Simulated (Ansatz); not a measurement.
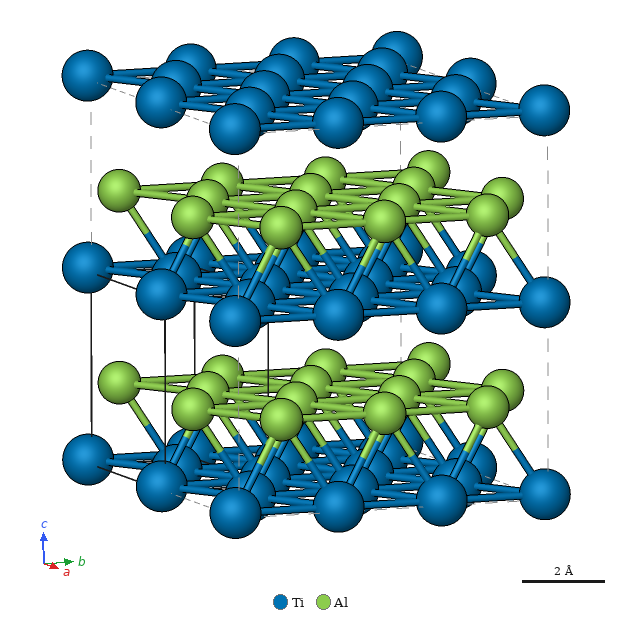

The figure gives a ball-and-stick picture of the atoms, viewed slightly off an axis. The conventional unit cell (solid box) is repeated to 2×3×2 cells. Cell: a = 4.770 Å, b = 2.730 Å, c = 4.754 Å, α = 90.00°, β = 90.23°, γ = 90.00°.

- The formula is TiAl.
- The symmetry is that of Cm (No. 8), on a base-centred monoclinic lattice.
- With Z = 2, the cell contains 2 Ti, 2 Al.
- Neighbours within bonding distance: Ti 8 and Al 8. Not all metal-metal contacts are counted.

The initial geometry was a structure listed in the Materials Project. The cell was then strained or its atoms displaced on purpose. It went into a calculation with Ansatz.

At this level of theory the cell isn't at rest (compressed, at 8 GPa and forces up to 1.5 eV/Å), so its distances can differ from those at equilibrium, the more so the softer the solid.
